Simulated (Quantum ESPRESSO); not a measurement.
Run report: Cr, relaxation of cell and atoms (part 1 of 2)

Cr (P6₃/mmc, 2 atoms in the cell), computed with Kohn-Sham DFT of a periodic cell, PBEsol with D3, GBRV 1.5 PBEsol, spin-polarised (Quantum ESPRESSO 7.5).

The structure derives from an entry of the Crystallography Open Database.

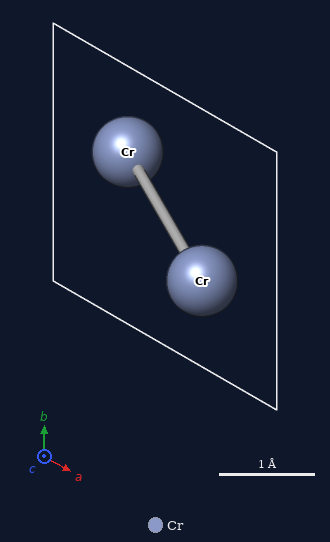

Figure 1. The input geometry (ball-and-stick view of the cell of the calculation, along the c axis). An atom can appear more than once, as a periodic image.

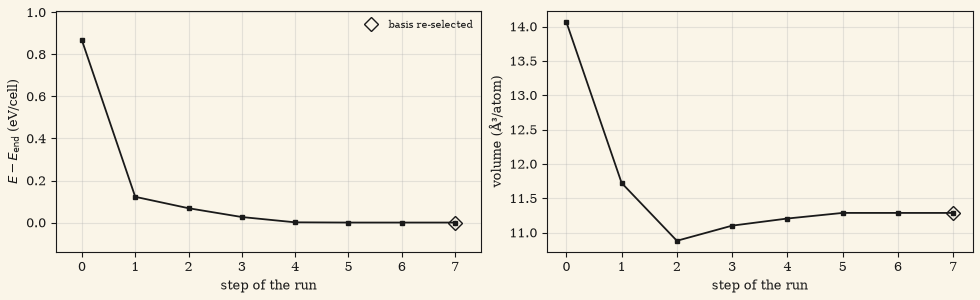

Figure 2. Progress of the relaxation, step by step (steps are counted from 0).

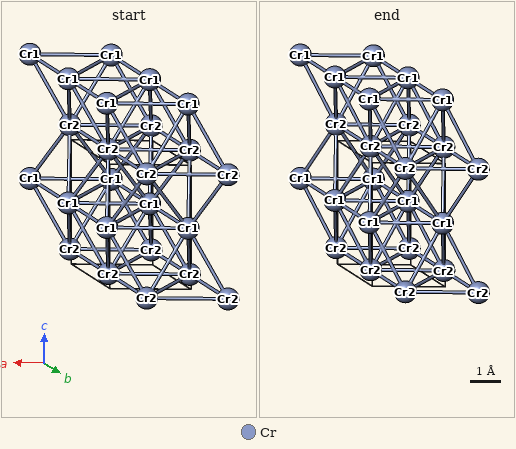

Figure 3. Before (left) and after (right) the relaxation, at one scale (ball-and-stick view of the cell of the calculation, repeated 2 × 3 × 2, seen at an oblique angle). After 6 geometry steps the energy has fallen by 0.867 eV per cell of the calculation. All forces vanish by symmetry, so only the cell relaxes. The atoms keep their places relative to the cell (all moves are under 0.005 Å). The drawn cell changes as follows: a = b 2.714 → 2.439 Å (−10.1 %), c 4.410 → 4.380 Å (−0.7 %); the volume changes by −19.8 %. Distances before and after: Cr1–Cr1 2.714 → 2.439 Å, Cr1–Cr2 2.705 → 2.604 Å. The space group stays P6_3/mmc (No. 194). A last SCF at the same geometry on a re-selected plane-wave basis shifts the energy by next to nothing (0.0 meV per cell of the calculation). (Atoms are counted from 1 in the order of the input.)

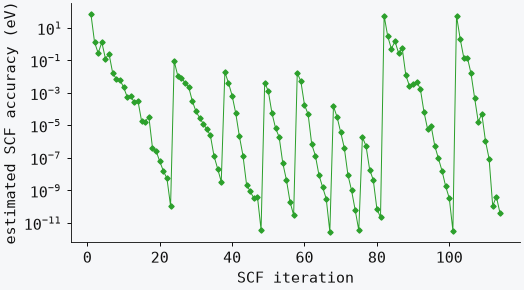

Figure 4. Convergence of the self-consistent field: estimated SCF accuracy against the iteration. The field takes 114 iterations in all.

The input that produced these results follows, with the program's output.

## The input
```
&CONTROL
  calculation = 'vc-relax'
  prefix = 'pwscf'
  outdir = './tmp'
  pseudo_dir = './pseudo'
  tprnfor = .true.
  tstress = .true.
  disk_io = 'low'
  nstep = 40
  forc_conv_thr = 0.0004
  etot_conv_thr = 1d-05
/
&SYSTEM
  ibrav = 0
  nat = 2
  ntyp = 1
  ecutwfc = 45
  ecutrho = 360
  nbnd = 24
  occupations = 'smearing'
  smearing = 'fd'
  degauss = 0.00367493
  nspin = 2
  starting_magnetization(1) = 0.2143
  vdw_corr = 'grimme-d3'
  dftd3_version = 3
/
&ELECTRONS
  conv_thr = 4d-10
  electron_maxstep = 120
  mixing_beta = 0.3
/
&IONS
  ion_dynamics = 'bfgs'
/
&CELL
  cell_dynamics = 'bfgs'
  press = 0
  press_conv_thr = 0.3
/
ATOMIC_SPECIES
Cr    51.9961 cr_pbesol_v1.5.uspp.F.UPF
CELL_PARAMETERS bohr
   5.1287167022    0.0000000000    0.0000000000
  -2.5643583511    4.4415989530    0.0000000000
   0.0000000000    0.0000000000    8.3336922096
ATOMIC_POSITIONS bohr
Cr     2.5643583514    1.4805329842    6.2502691572
Cr    -0.0000000003    2.9610659688    2.0834230524
K_POINTS automatic
11 11 6 0 0 0
```

Launch command:
```bash
OMP_NUM_THREADS=1 mpirun -n 2 pw.x -nk 2 -in pw.in > pw.out
```

## Output
```
This program is part of the open-source Quantum ESPRESSO suite
     for quantum simulation of materials; please cite
         "P. Giannozzi et al., J. Phys.:Condens. Matter 21 395502 (2009);
         "P. Giannozzi et al., J. Phys.:Condens. Matter 29 465901 (2017);
         "P. Giannozzi et al., J. Chem. Phys. 152 154105 (2020);
          URL
     in publications or presentations arising from this work. More details at

     Message from routine setup:
     using ibrav=0 with symmetry is DISCOURAGED, use correct ibrav instead

     K-points division:     npool     =       2
     Subspace diagonalization in iterative solution of the eigenvalue problem:
     a serial algorithm will be used

     G-vector sticks info
     --------------------
     sticks:   dense  smooth     PW     G-vecs:    dense   smooth      PW
     Sum         649     313    109                21891     7691    1389

     Using Slab Decomposition

     bravais-lattice index     =            0
     lattice parameter (alat)  =       5.1287  a.u.
     unit-cell volume          =     189.8390 (a.u.)^3
     number of atoms/cell      =            2
     number of atomic types    =            1
     number of electrons       =        28.00
     number of Kohn-Sham states=           24
     kinetic-energy cutoff     =      45.0000  Ry
     charge density cutoff     =     360.0000  Ry
     scf convergence threshold =      4.0E-10
     mixing beta               =       0.3000
     number of iterations used =            8  plain     mixing
     energy convergence thresh.=      1.0E-05
     force convergence thresh. =      4.0E-04
     press convergence thresh. =      3.0E-01
     Exchange-correlation= SLA  PW   PSX  PSC
                           (   1   4  10   8   0   0   0)
     nstep                     =           40

     celldm(1)=   5.128717  celldm(2)=   0.000000  celldm(3)=   0.000000
     celldm(4)=   0.000000  celldm(5)=   0.000000  celldm(6)=   0.000000

     crystal axes: (cart. coord. in units of alat)
               a(1) = (   1.000000   0.000000   0.000000 )
               a(2) = (  -0.500000   0.866025   0.000000 )
               a(3) = (   0.000000   0.000000   1.624908 )

     reciprocal axes: (cart. coord. in units 2 pi/alat)
               b(1) = (  1.000000  0.577350 -0.000000 )
               b(2) = (  0.000000  1.154701  0.000000 )
               b(3) = (  0.000000 -0.000000  0.615420 )

     PseudoPot. # 1 for Cr read from file:
     cr_pbesol_v1.5.uspp.F.UPF
     Pseudo is Ultrasoft + core correction, Zval = 14.0
     Generated by new atomic code, or converted to UPF format
     Using radial grid of  857 points,  6 beta functions with:
                l(1) =   0
                l(2) =   0
                l(3) =   1
                l(4) =   1
                l(5) =   2
                l(6) =   2
     Q(r) pseudized with  8 coefficients,  rinner =    0.950   0.950   0.950
                                                       0.950   0.950

     atomic species   valence    mass     pseudopotential
     Cr               14.00    51.99610     Cr( 1.00)

     Starting magnetic structure
     atomic species   magnetization
     Cr              0.214

     24 Sym. Ops., with inversion, found (12 have fractional translation)

   Cartesian axes

     site n.     atom                  positions (alat units)
         1        Cr     tau(   1) = (   0.5000000   0.2886751   1.2186809  )
         2        Cr     tau(   2) = (  -0.0000000   0.5773503   0.4062270  )

     --------------------------------------------
     DFT-D3 Dispersion Correction (3-body terms):
     --------------------------------------------
       Reference C6 values for interpolation:

         atom   Coordination number   C6
         Cr         0.000          1381.48
         Cr         1.827           571.38
         Cr        10.619           306.69

       Values used:

         atom   Coordination number  R0_AB[au]  C6      C8
         Cr         9.700            3.252    306.69  28303.74
         Cr         9.700            3.252    306.69  28303.74

         Molecular C6 ( Ry / a.u.^6 ) =      1226.75

     number of k points=    64  Fermi-Dirac smearing, width (Ry)=  0.0037
                       cart. coord. in units 2pi/alat
        k(    1) = (   0.0000000   0.0000000   0.0000000), wk =   0.0013774
        k(    2) = (   0.0000000   0.0000000   0.1025699), wk =   0.0027548
        k(    3) = (   0.0000000   0.0000000   0.2051398), wk =   0.0027548
        k(    4) = (   0.0000000   0.0000000  -0.3077098), wk =   0.0013774
        k(    5) = (   0.0000000   0.1049728   0.0000000), wk =   0.0082645
        k(    6) = (   0.0000000   0.1049728   0.1025699), wk =   0.0165289
        k(    7) = (   0.0000000   0.1049728   0.2051398), wk =   0.0165289
        k(    8) = (   0.0000000   0.1049728  -0.3077098), wk =   0.0082645
        k(    9) = (   0.0000000   0.2099456   0.0000000), wk =   0.0082645
        k(   10) = (   0.0000000   0.2099456   0.1025699), wk =   0.0165289
        k(   11) = (   0.0000000   0.2099456   0.2051398), wk =   0.0165289
        k(   12) = (   0.0000000   0.2099456  -0.3077098), wk =   0.0082645
        k(   13) = (   0.0000000   0.3149183   0.0000000), wk =   0.0082645
        k(   14) = (   0.0000000   0.3149183   0.1025699), wk =   0.0165289
        k(   15) = (   0.0000000   0.3149183   0.2051398), wk =   0.0165289
        k(   16) = (   0.0000000   0.3149183  -0.3077098), wk =   0.0082645
        k(   17) = (   0.0000000   0.4198911   0.0000000), wk =   0.0082645
        k(   18) = (   0.0000000   0.4198911   0.1025699), wk =   0.0165289
        k(   19) = (   0.0000000   0.4198911   0.2051398), wk =   0.0165289
        k(   20) = (   0.0000000   0.4198911  -0.3077098), wk =   0.0082645
        k(   21) = (   0.0000000   0.5248639   0.0000000), wk =   0.0082645
        k(   22) = (   0.0000000   0.5248639   0.1025699), wk =   0.0165289
        k(   23) = (   0.0000000   0.5248639   0.2051398), wk =   0.0165289
        k(   24) = (   0.0000000   0.5248639  -0.3077098), wk =   0.0082645
        k(   25) = (   0.0909091   0.1574592   0.0000000), wk =   0.0082645
        k(   26) = (   0.0909091   0.1574592   0.1025699), wk =   0.0165289
        k(   27) = (   0.0909091   0.1574592   0.2051398), wk =   0.0165289
        k(   28) = (   0.0909091   0.1574592  -0.3077098), wk =   0.0082645
        k(   29) = (   0.0909091   0.2624319   0.0000000), wk =   0.0165289
        k(   30) = (   0.0909091   0.2624319   0.1025699), wk =   0.0330579
        k(   31) = (   0.0909091   0.2624319   0.2051398), wk =   0.0330579
        k(   32) = (   0.0909091   0.2624319  -0.3077098), wk =   0.0165289
        k(   33) = (   0.0909091   0.3674047   0.0000000), wk =   0.0165289
        k(   34) = (   0.0909091   0.3674047   0.1025699), wk =   0.0330579
        k(   35) = (   0.0909091   0.3674047   0.2051398), wk =   0.0330579
        k(   36) = (   0.0909091   0.3674047  -0.3077098), wk =   0.0165289
        k(   37) = (   0.0909091   0.4723775   0.0000000), wk =   0.0165289
        k(   38) = (   0.0909091   0.4723775   0.1025699), wk =   0.0330579
        k(   39) = (   0.0909091   0.4723775   0.2051398), wk =   0.0330579
        k(   40) = (   0.0909091   0.4723775  -0.3077098), wk =   0.0165289
        k(   41) = (   0.0909091   0.5773503   0.0000000), wk =   0.0082645
        k(   42) = (   0.0909091   0.5773503   0.1025699), wk =   0.0165289
        k(   43) = (   0.0909091   0.5773503   0.2051398), wk =   0.0165289
        k(   44) = (   0.0909091   0.5773503  -0.3077098), wk =   0.0082645
        k(   45) = (   0.1818182   0.3149183   0.0000000), wk =   0.0082645
        k(   46) = (   0.1818182   0.3149183   0.1025699), wk =   0.0165289
        k(   47) = (   0.1818182   0.3149183   0.2051398), wk =   0.0165289
        k(   48) = (   0.1818182   0.3149183  -0.3077098), wk =   0.0082645
        k(   49) = (   0.1818182   0.4198911   0.0000000), wk =   0.0165289
        k(   50) = (   0.1818182   0.4198911   0.1025699), wk =   0.0330579
        k(   51) = (   0.1818182   0.4198911   0.2051398), wk =   0.0330579
        k(   52) = (   0.1818182   0.4198911  -0.3077098), wk =   0.0165289
        k(   53) = (   0.1818182   0.5248639   0.0000000), wk =   0.0165289
        k(   54) = (   0.1818182   0.5248639   0.1025699), wk =   0.0330579
        k(   55) = (   0.1818182   0.5248639   0.2051398), wk =   0.0330579
        k(   56) = (   0.1818182   0.5248639  -0.3077098), wk =   0.0165289
        k(   57) = (   0.2727273   0.4723775   0.0000000), wk =   0.0082645
        k(   58) = (   0.2727273   0.4723775   0.1025699), wk =   0.0165289
        k(   59) = (   0.2727273   0.4723775   0.2051398), wk =   0.0165289
        k(   60) = (   0.2727273   0.4723775  -0.3077098), wk =   0.0082645
        k(   61) = (   0.2727273   0.5773503   0.0000000), wk =   0.0082645
        k(   62) = (   0.2727273   0.5773503   0.1025699), wk =   0.0165289
        k(   63) = (   0.2727273   0.5773503   0.2051398), wk =   0.0165289
        k(   64) = (   0.2727273   0.5773503  -0.3077098), wk =   0.0082645

     Dense  grid:    21891 G-vectors     FFT dimensions: (  32,  32,  54)

     Smooth grid:     7691 G-vectors     FFT dimensions: (  24,  24,  36)

     Check: negative core charge=   -0.000012
     Generating pointlists ...
     new r_m :   0.4111 (alat units)  2.1086 (a.u.) for type    1

     Initial potential from superposition of free atoms
```
